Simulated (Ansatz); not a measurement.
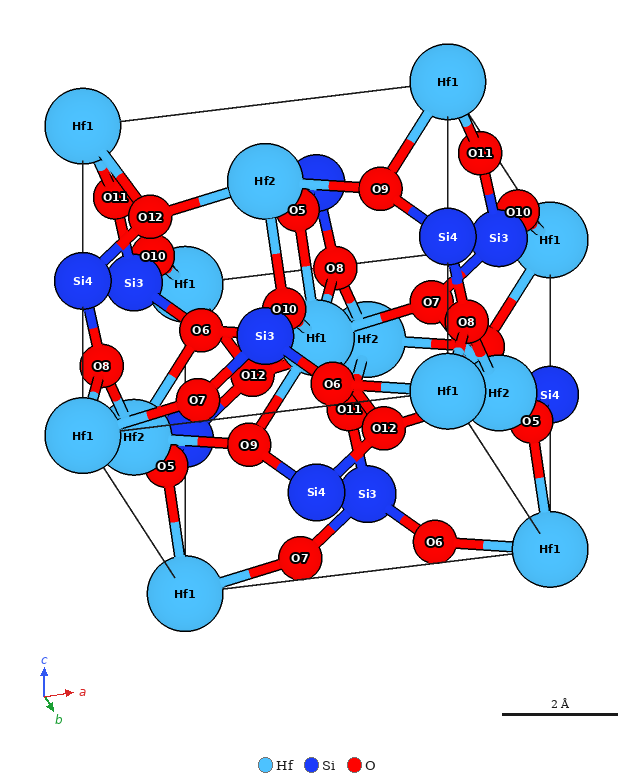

**Figure 1.** The input geometry (ball-and-stick view of the cell 2 times as large as that of the calculation, set on its symmetry axes, seen at an oblique angle; atoms are numbered from 1 in the order of the input).

# Geometry relaxation of HfSiO4 (part 1 of 2)

- system: HfSiO4 (12 atoms in the cell)
- method: DFT PBE, scalar-relativistic, plane waves, PAW, no spin polarisation (Ansatz 0.2.0)

The structure derives from a Materials Project entry. Figures and captions count atoms from 1; the log counts them from 0 in places.

Input file
```yaml
crystal:
  lattice:
    - [-3.3197545258, 3.3197545258, 3.0062646164]
    - [3.3197545258, -3.3197545258, 3.0062646164]
    - [3.3197545258, 3.3197545258, -3.0062646164]
  atoms:
    - { symbol: Hf, position: [0.0, 0.0, 0.0] }
    - { symbol: Hf, position: [0.75, 0.25, 0.5] }
    - { symbol: Si, position: [0.25, 0.75, 0.5] }
    - { symbol: Si, position: [0.5, 0.5, 0.0] }
    - { symbol: O, position: [0.1347960296, 0.3193123529, 0.8154836767] }
    - { symbol: O, position: [0.0693123529, 0.7538286762, 0.6845163233] }
    - { symbol: O, position: [0.0693123529, 0.3847960296, 0.3154836767] }
    - { symbol: O, position: [0.5038286762, 0.3193123529, 0.1845163233] }
    - { symbol: O, position: [0.6806876471, 0.4961713238, 0.8154836767] }
    - { symbol: O, position: [0.6152039704, 0.9306876471, 0.6845163233] }
    - { symbol: O, position: [0.2461713238, 0.9306876471, 0.3154836767] }
    - { symbol: O, position: [0.6806876471, 0.8652039704, 0.1845163233] }
basis:
  ecutwfc: 420
kpoints:
  mp_grid: { grid: [6, 6, 6] }
hamiltonian:
  xc: pbe
scf:
  occupations: { method: gaussian, width: 0.02 }
output:
  forces: true
  stress: true
  eigenvalues: true
  write_density: true
  write_potential: true
  elf: true
  volumetric_format: npy
relax:
  adjacent_minimum: "off"
  f_tol: 0.005
  max_steps: 80
  cell: { stress_tol: 0.05 }
```

Launch command:
```bash
ansatz run input.yaml --threads 8 --pin off --max-ram 16384MiB --backend cpu --events-out ev --progress --plain --runs-dir out
```

Output
```
Engine: ansatz 0.2.0, aarch64-unknown-linux-gnu
Pseudopotentials: kind: paw
Pseudopotential: Hf, paw, valence charge 26, recommended cutoff 420 eV (normal), Hf.paw.azcp
Pseudopotential: Si, paw, valence charge 4, recommended cutoff 420 eV (normal), Si.paw.azcp
Pseudopotential: O, paw, valence charge 6, recommended cutoff 420 eV (normal), O.paw.azcp
Functional definition: PBE
  parameter kappa = 0.804
  parameter beta = 0.06672455060314922
  exchange = pbe_x(kappa = kappa, mu = beta*pi^2/3)
  correlation = pbe_c(beta = beta)
Crystal: 12 atoms, lattice volume = 132.525 Å³
Basis set: ecut = 420 eV, 2547 PW (Γ), exchange–correlation on 80×80×80 points (8 copies of the dense FFT grid, shifted against one another)
Bands: 66, of which v1, the nominal top of the filled ones, is band 54 counted from 1 (53 counted from 0)
Symmetry: 16 space group operations
Space group: I41/amd (ITA 141), of the structure as read, at distance tolerance 5.1e-5 Å
k-points: 30 of 216
Non-local potential: Hf, projectors of the file, l = 0: 3, l = 1: 2, l = 2: 2, l = 3: 3
Non-local potential: Si, projectors of the file, l = 0: 2, l = 1: 2, l = 2: 2
Non-local potential: O, projectors of the file, l = 0: 2, l = 1: 2, l = 2: 1
PAW form: soft (Blöchl's): semilocal exchange-correlation on the pseudo side does not see the compensation charge
PAW one-centre angular grid: Hf, 590 points (default); XC on 64 Gauss nodes
PAW one-centre angular grid: Si, 110 points (default); XC on 64 Gauss nodes
PAW one-centre angular grid: O, 110 points (default); XC on 64 Gauss nodes
Initial density: superposition of atomic densities (neutral atoms: chi_scale 0, normalization atom), corrected by the library's trained network
Initial wavefunctions: pseudopotential atomic-orbital guess
Functional: x = pbe(κ = 0.804, μ = 0.2195149727645171), c = pbe(β = 0.06672455060314922)
SCF iter   1: F=—  HF=-37271.744060 eV  |F-HF|=—  |Δ(HF+E_count)|=         —  Δρ=1.96e-3  dr2=3.22e-3  ethr=1.77e-3  ⟨swp⟩=6.1  Hψ=7777  notcnv=0  defer=12
preconditioner: auto → Resta (q_TF=auto, 2.637 Å⁻¹)  ε∞=4.5  [insulator: Δε(μ)=5.310 eV  Ē_g=17.493 eV  σ=0.020 eV  W_gap=1.00  n_scr=42 (ndim 8)  ℏωp=32.9 eV  f_vac=0.051  D(μ)=0.00/eV (n_scr^D=0)  ε∞_Penn≈4.5]
SCF iter   2: F=—  HF=-37271.746224 eV  |F-HF|=—  |Δ(HF+E_count)|=   2.16e-3  Δρ=1.08e-3  dr2=7.35e-4  ethr=2.98e-6  ⟨swp⟩=2.0  Hψ=4075  notcnv=0  defer=117
SCF iter   3: F=—  HF=-37271.747042 eV  |F-HF|=—  |Δ(HF+E_count)|=   8.18e-4  Δρ=2.80e-4  dr2=1.16e-4  ethr=6.80e-7  ⟨swp⟩=2.0  Hψ=3372  notcnv=0  defer=117
SCF iter   4: F=—  HF=-37271.747086 eV  |F-HF|=—  |Δ(HF+E_count)|=   4.38e-5  Δρ=1.12e-4  dr2=2.04e-5  ethr=1.07e-7  ⟨swp⟩=2.0  Hψ=3435  notcnv=0  defer=117
SCF iter   5: F=—  HF=-37271.747103 eV  |F-HF|=—  |Δ(HF+E_count)|=   1.79e-5  Δρ=5.38e-5  dr2=6.24e-6  ethr=1.89e-8  ⟨swp⟩=2.5  Hψ=3181  notcnv=0  defer=117
SCF iter   6: F=—  HF=-37271.747104 eV  |F-HF|=—  |Δ(HF+E_count)|=   3.36e-7  Δρ=2.43e-5  dr2=6.94e-7  ethr=5.78e-9  ⟨swp⟩=2.0  Hψ=3475  notcnv=0  defer=117
SCF iter   7: F=—  HF=-37271.747104 eV  |F-HF|=—  |Δ(HF+E_count)|=   2.52e-7  Δρ=1.08e-5  dr2=1.23e-7  ethr=6.42e-10  ⟨swp⟩=2.0  Hψ=3238  notcnv=0  defer=117
SCF iter   8: F=-37271.747104 eV  HF=-37271.747104 eV  |F-HF|=2.70e-9  |Δ(HF+E_count)|=   2.23e-8  Δρ=1.79e-6  dr2=3.86e-9  ethr=9.26e-11  ⟨swp⟩=13.7  Hψ=13268  notcnv=0
SCF 1 converged in 8 iterations: F = -37271.747104 eV  dr2 = 3.86e-9
  greatest PAW one-centre occupation: 0.999 electrons in one spin orbital (limit 2), on the Hf atom at site 1 (counted from 0), in its partial waves of l = 0
relax step   1: F+E_penalty+E_count = -37271.74710404 eV  Δ(F+E_penalty+E_count) = +0.000e0 eV  max|allowed force component| = 2.167e-2 eV/Å  Δτ_max = 0.0000 Å  P = +0.379 GPa  Ω = 132.525 Å³  (8 SCF iters, dr2 threshold 1.00e-7 eV, accepted)
Crystal: 12 atoms, lattice volume = 132.760 Å³
Initial density: handed on by an earlier stage of this run
Initial wavefunctions: those handed on with the density
iter 1 solved again at ethr=1.94e-7 eV; its pass at ethr=3.10e-3 eV (dr2=2.10e-4 eV) is discarded
SCF iter   1: F=—  HF=-37271.746479 eV  |F-HF|=—  |Δ(HF+E_count)|=         —  Δρ=2.87e-4  dr2=1.70e-4  ethr=1.94e-7  ⟨swp⟩=2.2  Hψ=7689  notcnv=0
preconditioner: auto → Resta (q_TF=auto, 2.636 Å⁻¹)  ε∞=4.5  [insulator: Δε(μ)=5.328 eV  Ē_g=17.485 eV  σ=0.020 eV  W_gap=1.00  n_scr=42 (ndim 8)  ℏωp=32.9 eV  f_vac=0.054  D(μ)=0.00/eV (n_scr^D=0)  ε∞_Penn≈4.5]
SCF iter   2: F=—  HF=-37271.746457 eV  |F-HF|=—  |Δ(HF+E_count)|=   2.23e-5  Δρ=1.32e-4  dr2=4.05e-5  ethr=1.58e-7  ⟨swp⟩=2.7  Hψ=3296  notcnv=0
SCF iter   3: F=—  HF=-37271.746446 eV  |F-HF|=—  |Δ(HF+E_count)|=   1.10e-5  Δρ=5.09e-5  dr2=4.14e-6  ethr=3.75e-8  ⟨swp⟩=2.0  Hψ=2836  notcnv=0
SCF iter   4: F=—  HF=-37271.746444 eV  |F-HF|=—  |Δ(HF+E_count)|=   1.28e-6  Δρ=2.33e-5  dr2=8.05e-7  ethr=3.83e-9  ⟨swp⟩=2.0  Hψ=3600  notcnv=0
SCF iter   5: F=-37271.746444 eV  HF=-37271.746445 eV  |F-HF|=2.60e-7  |Δ(HF+E_count)|=   3.53e-7  Δρ=1.29e-5  dr2=1.93e-7  ethr=4.32e-10  ⟨swp⟩=10.4  Hψ=16250  notcnv=0
SCF 2 converged in 5 iterations: F = -37271.746444 eV  dr2 = 1.93e-7
relax step   2: F+E_penalty+E_count = -37271.74644441 eV  Δ(F+E_penalty+E_count) = +6.596e-4 eV  max|allowed force component| = 2.960e-2 eV/Å  Δτ_max = 0.0011 Å  P = +0.023 GPa  Ω = 132.760 Å³  energy of the carried Pulay correction = -1.070e-3 eV  (5 SCF iters, dr2 threshold 4.67e-7 eV, accepted)
Crystal: 12 atoms, lattice volume = 132.799 Å³
iter 1 solved again at ethr=1.88e-8 eV; its pass at ethr=3.10e-3 eV (dr2=2.03e-5 eV) is discarded
SCF iter   1: F=—  HF=-37271.746414 eV  |F-HF|=—  |Δ(HF+E_count)|=         —  Δρ=1.48e-4  dr2=2.12e-5  ethr=1.88e-8  ⟨swp⟩=2.0  Hψ=7637  notcnv=0
preconditioner: auto → Resta (q_TF=auto, 2.636 Å⁻¹)  ε∞=4.5  [insulator: Δε(μ)=5.324 eV  Ē_g=17.485 eV  σ=0.020 eV  W_gap=1.00  n_scr=42 (ndim 8)  ℏωp=32.9 eV  f_vac=0.054  D(μ)=0.00/eV (n_scr^D=0)  ε∞_Penn≈4.5]
SCF iter   2: F=—  HF=-37271.746429 eV  |F-HF|=—  |Δ(HF+E_count)|=   1.54e-5  Δρ=7.71e-5  dr2=5.58e-6  ethr=1.88e-8  ⟨swp⟩=2.2  Hψ=2763  notcnv=0
SCF iter   3: F=—  HF=-37271.746429 eV  |F-HF|=—  |Δ(HF+E_count)|=   7.45e-7  Δρ=2.83e-5  dr2=8.35e-7  ethr=5.17e-9  ⟨swp⟩=2.0  Hψ=2662  notcnv=0
SCF iter   4: F=-37271.746429 eV  HF=-37271.746429 eV  |F-HF|=1.20e-8  |Δ(HF+E_count)|=   1.22e-7  Δρ=5.35e-6  dr2=2.37e-8  ethr=5.07e-11  ⟨swp⟩=6.5  Hψ=13740  notcnv=0
SCF 3 converged in 4 iterations: F = -37271.746429 eV  dr2 = 2.37e-8
relax step   3: F+E_penalty+E_count = -37271.74642856 eV  Δ(F+E_penalty+E_count) = +1.585e-5 eV  max|allowed force component| = 1.235e-2 eV/Å  Δτ_max = 0.0011 Å  P = -0.043 GPa  Ω = 132.799 Å³  energy of the carried Pulay correction = -1.250e-3 eV  (4 SCF iters, dr2 threshold 5.47e-8 eV, accepted)
Crystal: 12 atoms, lattice volume = 132.794 Å³
iter 1 solved again at ethr=1.79e-8 eV; its pass at ethr=3.10e-3 eV (dr2=1.93e-5 eV) is discarded
SCF iter   1: F=—  HF=-37271.746502 eV  |F-HF|=—  |Δ(HF+E_count)|=         —  Δρ=1.32e-4  dr2=2.11e-5  ethr=1.79e-8  ⟨swp⟩=2.0  Hψ=6735  notcnv=0
preconditioner: auto → Resta (q_TF=auto, 2.636 Å⁻¹)  ε∞=4.5  [insulator: Δε(μ)=5.326 eV  Ē_g=17.486 eV  σ=0.020 eV  W_gap=1.00  n_scr=42 (ndim 8)  ℏωp=32.9 eV  f_vac=0.054  D(μ)=0.00/eV (n_scr^D=0)  ε∞_Penn≈4.5]
SCF iter   2: F=—  HF=-37271.746515 eV  |F-HF|=—  |Δ(HF+E_count)|=   1.26e-5  Δρ=7.61e-5  dr2=6.78e-6  ethr=1.79e-8  ⟨swp⟩=1.0  Hψ=1980  notcnv=0
SCF iter   3: F=—  HF=-37271.746514 eV  |F-HF|=—  |Δ(HF+E_count)|=   1.37e-6  Δρ=2.16e-5  dr2=4.82e-7  ethr=6.27e-9  ⟨swp⟩=2.0  Hψ=3135  notcnv=0
SCF iter   4: F=—  HF=-37271.746513 eV  |F-HF|=—  |Δ(HF+E_count)|=   3.40e-7  Δρ=6.39e-6  dr2=3.79e-8  ethr=4.46e-10  ⟨swp⟩=2.0  Hψ=3594  notcnv=0
SCF iter   5: F=-37271.746513 eV  HF=-37271.746513 eV  |F-HF|=1.48e-9  |Δ(HF+E_count)|=   9.58e-9  Δρ=1.88e-6  dr2=4.10e-9  ethr=8.82e-12  ⟨swp⟩=7.9  Hψ=11600  notcnv=0
SCF 4 converged in 5 iterations: F = -37271.746513 eV  dr2 = 4.10e-9
relax step   4: F+E_penalty+E_count = -37271.74651321 eV  Δ(F+E_penalty+E_count) = -8.465e-5 eV  max|allowed force component| = 1.634e-3 eV/Å  Δτ_max = 0.0011 Å  P = -0.019 GPa  Ω = 132.794 Å³  energy of the carried Pulay correction = -1.227e-3 eV  (5 SCF iters, dr2 threshold 9.53e-9 eV, accepted)
Initial wavefunctions: pseudopotential atomic-orbital guess (no wavefunctions were taken with the density)
iter 1 solved again at ethr=3.53e-7 eV; its pass at ethr=3.10e-3 eV (dr2=3.81e-4 eV) is discarded
SCF iter   1: F=—  HF=-37271.747659 eV  |F-HF|=—  |Δ(HF+E_count)|=         —  Δρ=5.64e-5  dr2=1.67e-7  ethr=3.53e-7  ⟨swp⟩=3.1  Hψ=13529  notcnv=0
eigensolver tolerance schedule: the retry pair's looser diagonalisation over-reported the residual by 2277.14 of it (diagonalisation noise at 0.35 of the residual, at the tolerance the schedule requests for it); recorded, not acted on — ethr = c·dr2/N_el stays at c = 1.0e-1
preconditioner: auto → Resta (q_TF=auto, 2.636 Å⁻¹)  ε∞=4.5  [insulator: Δε(μ)=5.327 eV  Ē_g=17.486 eV  σ=0.020 eV  W_gap=1.00  n_scr=42 (ndim 8)  ℏωp=32.9 eV  f_vac=0.054  D(μ)=0.00/eV (n_scr^D=0)  ε∞_Penn≈4.5]
SCF iter   2: F=—  HF=-37271.747719 eV  |F-HF|=—  |Δ(HF+E_count)|=   5.98e-5  Δρ=2.83e-5  dr2=4.58e-8  ethr=1.55e-10  ⟨swp⟩=2.0  Hψ=3588  notcnv=0
SCF iter   3: F=—  HF=-37271.747731 eV  |F-HF|=—  |Δ(HF+E_count)|=   1.27e-5  Δρ=9.83e-6  dr2=5.27e-9  ethr=4.24e-11  ⟨swp⟩=2.0  Hψ=2695  notcnv=0
SCF iter   4: F=—  HF=-37271.747733 eV  |F-HF|=—  |Δ(HF+E_count)|=   1.67e-6  Δρ=4.47e-7  dr2=2.02e-10  ethr=4.88e-12  ⟨swp⟩=2.0  Hψ=3360  notcnv=0
SCF iter   5: F=-37271.747733 eV  HF=-37271.747733 eV  |F-HF|=5.09e-10  |Δ(HF+E_count)|=  3.42e-10  Δρ=2.83e-7  dr2=8.04e-11  ethr=1.00e-12  ⟨swp⟩=6.4  Hψ=9865  notcnv=0
SCF 5 converged in 5 iterations: F = -37271.747733 eV  dr2 = 8.04e-11
relax step   5: F+E_penalty+E_count = -37271.74773307 eV  Δ(F+E_penalty+E_count) = -1.220e-3 eV  max|allowed force component| = 1.604e-3 eV/Å  Δτ_max = 0.0000 Å  P = -0.001 GPa  Ω = 132.794 Å³  stress off target by 3.88e-2 GPa  SCF on the basis re-selected at this cell (its energy is not comparable with the rows above)  (5 SCF iters)
```

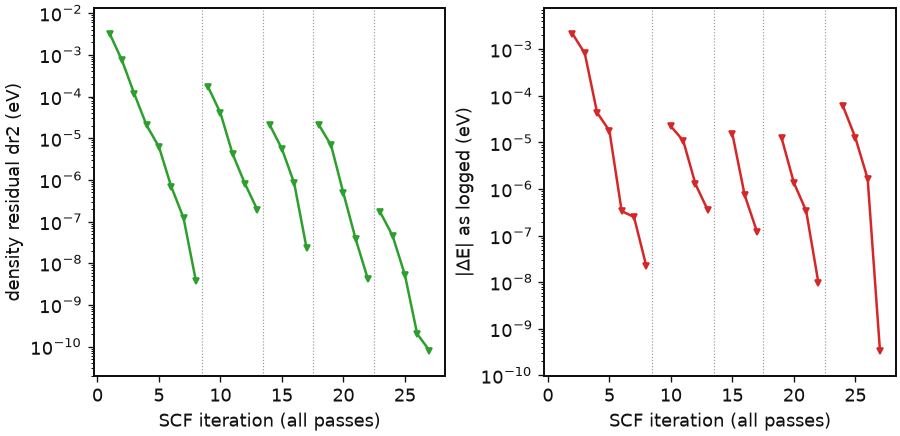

**Figure 2.** Convergence of the self-consistent field: density residual dr2 and size of the energy change against the SCF iteration. The dotted lines part the SCF passes of the relaxation: geometry steps, rejected trials and re-solves on a re-selected basis. The 5 passes take 4 to 8 iterations each, 27 in all.

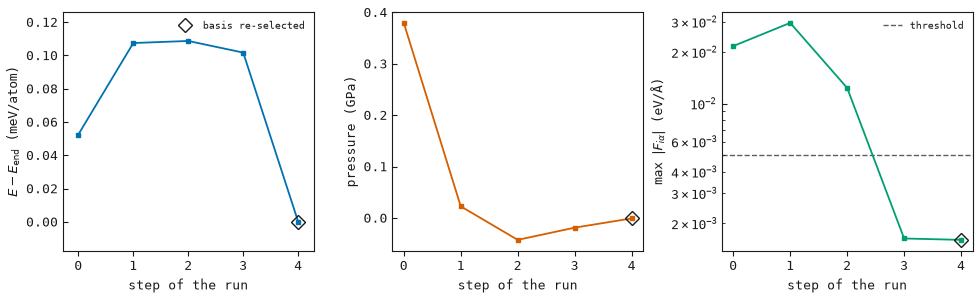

**Figure 3.** Progress of the relaxation, step by step (the first geometry is step 0 here and step 1 in the log). After 3 geometry steps the energy has risen by next to nothing (0.0 meV per atom). The largest force component goes from 0.022 to 0.0016 eV/Å. Pressure: 0.38 GPa at the start and 0.00 GPa at the end. No atom moves by more than 0.005 Å relative to the cell. Cell: a = b = c 5.575 → 5.579 Å (+0.1 %). Volume +0.2 %. The space group stays I4_1/amd (No. 141). A last SCF at the same geometry on a re-selected plane-wave basis shifts the energy by −0.1 meV per atom. (Atoms are counted from 1 in the order of the input.)

```
basis re-selected at this cell: Δ(F+E_penalty+E_count) = -1.220e-3 eV, ΔP = +0.018 GPa vs the last step (what re-selecting the basis moved, of the pressure what is left beyond the Pulay correction that the steps carried, after the strain that the cell walked since its last selection, with what the two solves' SCF thresholds leave and, on support functions, any second-order correction that the steps lacked; it is no measure of the basis error at this ecutwfc). This SCF's stress stands 3.88e-2 GPa from its target on what of the cell is left free (relax.cell.stress_tol is 5.00e-2 GPa) and its largest allowed force component is 1.60e-3 eV/Å (relax.f_tol is 5.00e-3 eV/Å): within both
SCF converged after 5 iterations
Free energy (F): -37271.747733 eV
Harris-Foulkes:  -37271.747733 eV  (|F-HF|=5.09e-10)
Internal energy: -37271.747733 eV  (E = F + TS)
E sigma→0 (E₀):  -37271.747733 eV
Fermi energy:    12.291067 eV
--- Per-component energies (eV) ---
  E_band       = -257.671904
  E_kinetic    = 2341.734404
  E_local      = -16119.745735  (includes V_loc(G=0)·N_el)
  E_nonlocal   = -2054.265569
  E_hartree    = 7198.657619
  E_xc         = -1303.165997
  E_vxc        = -1382.677256  (∫ρ·V_xc dr)
  E_paw        = -16146.192210  (= ΣΔE_a)
  E_vpaw       = 2559.947295  (= ΣTr[D̂ρ^β])
  E_aug_tail   = 0.019995  (compensation charges beyond the density's cutoff)
  E_ewald      = -11188.790239
  E_smearing   = -0.000000  (= −TS)
  E_closure    = 0.000000  (closes the sum)
  Σ components = -37271.747733   (vs F -37271.747733, Δ=0.00e0)
--- Forces (eV/Å), atoms counted from 1 ---
  atom   1  Hf     0.00000000     0.00000000     0.00000000
  atom   2  Hf     0.00000000     0.00000000     0.00000000
  atom   3  Si     0.00000000    -0.00000000     0.00000000
  atom   4  Si     0.00000000    -0.00000000     0.00000000
  atom   5  O      0.00000000     0.00160396     0.00017751
  atom   6  O     -0.00160396     0.00000000     0.00017751
  atom   7  O      0.00160396     0.00000000     0.00017751
  atom   8  O     -0.00000000    -0.00160396     0.00017751
  atom   9  O      0.00160396     0.00000000    -0.00017751
  atom  10  O      0.00000000    -0.00160396    -0.00017751
  atom  11  O      0.00000000     0.00160396    -0.00017751
  atom  12  O     -0.00160396     0.00000000    -0.00017751
  max |Σ_I F_I| component: 6.07e-18 eV/Å
--- Stress (GPa, compression-positive) ---
        0.017935       0.000000      -0.000000
        0.000000       0.017935      -0.000000
       -0.000000      -0.000000      -0.038751
  P = ⅓ Tr σ = -0.0010 GPa (-0.010 kbar)
--- Band table (eV; the first three rows and the last of 30) ---
```
